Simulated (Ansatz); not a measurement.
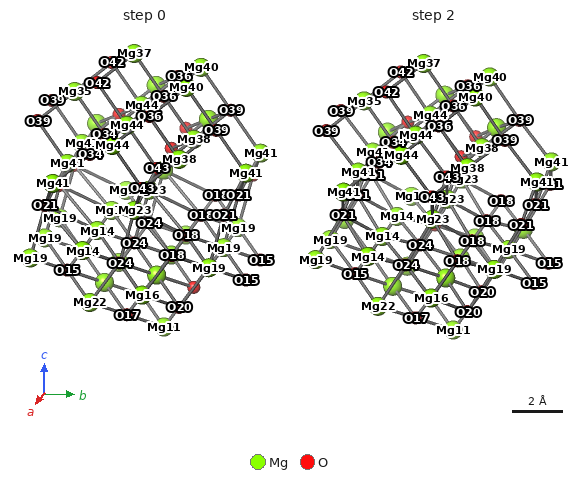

The structure of an interface cell of composition MgO before (left) and after (right) a relaxation, at one scale.

Style: ball-and-stick. Shown: the atoms within 5.8 Å of the atom that moves most (axes of the cell of the calculation (origin shifted)), slightly off an axis.

Case: symmetric tilt boundary Sigma 3 (2 1 1), mirror on a plane, shift [0.5, 0], species swapped.

Method: DFT PBE, scalar-relativistic, plane waves, PAW (Ansatz 0.2.0).

The input:
```yaml
crystal:
  lattice:
    - [3.007823315, 0.0, 0.0]
    - [0.0, 7.3676323582, 0.0]
    - [0.0, 0.0, 21.1388112071]
  atoms:
    - { symbol: Mg, position: [1.0, 0.9166666667, 0.9759143551] }
    - { symbol: Mg, position: [1.0, 0.3333333333, 0.1643013492] }
    - { symbol: O, position: [0.0, 0.1666666667, 0.0821506746] }
    - { symbol: Mg, position: [0.0, 0.6666666667, 0.0821506746] }
    - { symbol: O, position: [0.0, 0.4166666667, 0.9759143551] }
    - { symbol: O, position: [0.0, 0.8333333333, 0.1643013492] }
    - { symbol: Mg, position: [0.5, 0.0, 0.1232260119] }
    - { symbol: O, position: [0.5, 0.8333333333, 0.0410753373] }
    - { symbol: O, position: [0.5, 0.1666666667, 0.2053766865] }
    - { symbol: Mg, position: [0.5, 0.3333333333, 0.0410753373] }
    - { symbol: Mg, position: [0.5, 0.6666666667, 0.2053766865] }
    - { symbol: O, position: [0.5, 0.5, 0.1232260119] }
    - { symbol: Mg, position: [1.0, 1.0, 0.2464520238] }
    - { symbol: Mg, position: [1.0, 0.3333333333, 0.4107533729] }
    - { symbol: O, position: [0.0, 0.1666666667, 0.3286026983] }
    - { symbol: Mg, position: [0.0, 0.6666666667, 0.3286026983] }
    - { symbol: O, position: [0.0, 0.5, 0.2464520238] }
    - { symbol: O, position: [0.0, 0.8333333333, 0.4107533729] }
    - { symbol: Mg, position: [0.5, 0.0, 0.3696780356] }
    - { symbol: O, position: [0.5, 0.8333333333, 0.287527361] }
    - { symbol: O, position: [0.5, 0.0833333333, 0.4759143551] }
    - { symbol: Mg, position: [0.5, 0.3333333333, 0.287527361] }
    - { symbol: Mg, position: [0.5, 0.5833333333, 0.4759143551] }
    - { symbol: O, position: [0.5, 0.5, 0.3696780356] }
    - { symbol: O, position: [0.5, 0.3333333333, 0.8286026983] }
    - { symbol: Mg, position: [0.5, 0.1666666667, 0.9107533729] }
    - { symbol: O, position: [0.5, 0.6666666667, 0.9107533729] }
    - { symbol: Mg, position: [0.5, 0.8333333333, 0.8286026983] }
    - { symbol: O, position: [0.0, 0.0, 0.8696780356] }
    - { symbol: Mg, position: [1.0, 0.1666666667, 0.787527361] }
    - { symbol: O, position: [1.0, 0.6666666667, 0.787527361] }
    - { symbol: Mg, position: [1.0, 0.5, 0.8696780356] }
    - { symbol: O, position: [0.5, 1.0, 0.7464520238] }
    - { symbol: O, position: [0.5, 0.3333333333, 0.5821506746] }
    - { symbol: Mg, position: [0.5, 0.1666666667, 0.6643013492] }
    - { symbol: O, position: [0.5, 0.6666666667, 0.6643013492] }
    - { symbol: Mg, position: [0.5, 0.5, 0.7464520238] }
    - { symbol: Mg, position: [0.5, 0.8333333333, 0.5821506746] }
    - { symbol: O, position: [0.0, 0.0, 0.6232260119] }
    - { symbol: Mg, position: [0.0, 0.8333333333, 0.7053766865] }
    - { symbol: Mg, position: [1.0, 0.1666666667, 0.5410753373] }
    - { symbol: O, position: [0.0, 0.3333333333, 0.7053766865] }
    - { symbol: O, position: [1.0, 0.6666666667, 0.5410753373] }
    - { symbol: Mg, position: [1.0, 0.5, 0.6232260119] }
basis:
  ecutwfc: 420
kpoints:
  mp_grid: { grid: [8, 4, 2] }
hamiltonian:
  xc: pbe
scf:
  occupations: { method: gaussian, width: 0.05 }
output:
  forces: true
  stress: true
  eigenvalues: true
  write_density: true
  write_potential: true
  elf: true
  volumetric_format: npy
relax:
  adjacent_minimum: "off"
  f_tol: 0.02
  max_steps: 60
  cell: { fix: [a, b, alpha, beta, gamma], stress_tol: 0.1 }
```

Command:
```bash
ansatz run input.yaml --threads 4 --pin off --max-ram 12288MiB --backend cpu --events-out ev --progress --plain --runs-dir out
```

Summarise the run.

The run was cut off at its time limit before the relaxation converged, so the last structure is only a point on the way. The largest moves relative to the cell, 0.38 Å, are those of Mg1 and Mg23. Mg23 goes roughly along +b. By element the largest moves are Mg 0.38 Å, O 0.36 Å. Cell: a unchanged at 3.008 Å, b unchanged at 7.368 Å, c 21.139 → 20.584 Å (−2.6 %). Volume −2.6 %. Some distances before and after: O18–Mg23 2.748 → 2.360 Å, Mg14–O21 2.748 → 2.377 Å, Mg14–Mg23 2.748 → 3.089 Å, Mg23–Mg38 2.904 → 2.668 Å. Among the angles between lasting bonds that change: O20–Mg19–O21 160.0° → 178.8°, Mg22–O24–Mg23 160.0° → 177.0°, Mg14–O24–Mg23 76.0° → 90.1°. After 2 geometry steps the energy has fallen by 7.338 eV per cell of the calculation. Largest force component: 3.4 eV/Å at the start, 1.9 eV/Å at the end. The pressure goes from −3.30 to −1.09 GPa.
